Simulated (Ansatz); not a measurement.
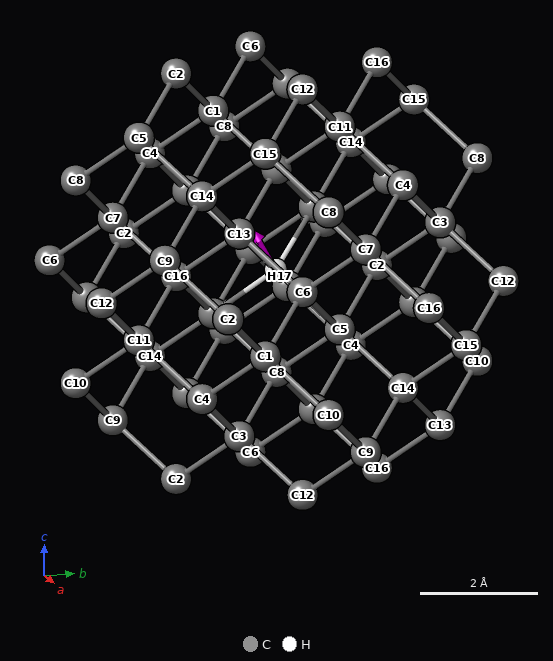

A relaxation of a defect cell of composition HC$_{16}$ (cell charge +1). The starting structure is drawn; purple arrows show the displacements, at their true length.

Style: ball-and-stick. Shown: the atoms within 4.2 Å of the atom that moves most (axes of the conventional cell (4 times the calculation's cell) (origin shifted)), slightly off an axis. Lengths and directions refer to the drawn axes.

It is an interstitial H in diamond C. The run prepares an end point of a later path (interstitial hop) calculation, from a guessed geometry.

All numbers below come from Ansatz, DFT PBE, scalar-relativistic, plane waves, PAW. (plane-wave cutoff 420 eV; k-point mesh 3 × 3 × 3; occupations gaussian; smearing width 0.05 eV; no spin polarisation; atoms relaxed in a fixed cell; force threshold 0.03 eV/Å; at most 60 steps)

Question: Which element moves most?

Answer: Hydrogen: up to 0.85 Å, against 0.15 Å for carbon.

Question: Describe the change and its energy.

Answer: The atom that moves furthest is H17 (0.85 Å roughly along [0 −1 2]). Largest moves by element: H 0.85 Å, C 0.15 Å. The cell stays as it was. Some distances before and after: C5–H17 1.565 → 2.357 Å, C10–H17 1.765 → 1.183 Å, C15–H17 1.550 → 1.938 Å, C13–H17 1.527 → 1.183 Å. Bond angles that change, for instance: C9–C14–C13 109.5° → 102.4°, C11–C10–C13 109.5° → 103.6°, C1–C10–C11 109.5° → 115.2°. After 11 geometry steps the energy has fallen by 0.937 eV per cell of the calculation. The largest force component goes from 1.3 to 0.0069 eV/Å.

Limits of the set-up: the periodic images lie only 5.0 Å apart, so the values are limited by the cell's size; the cell is charged, on a uniform background, and energies carry no finite-size correction.
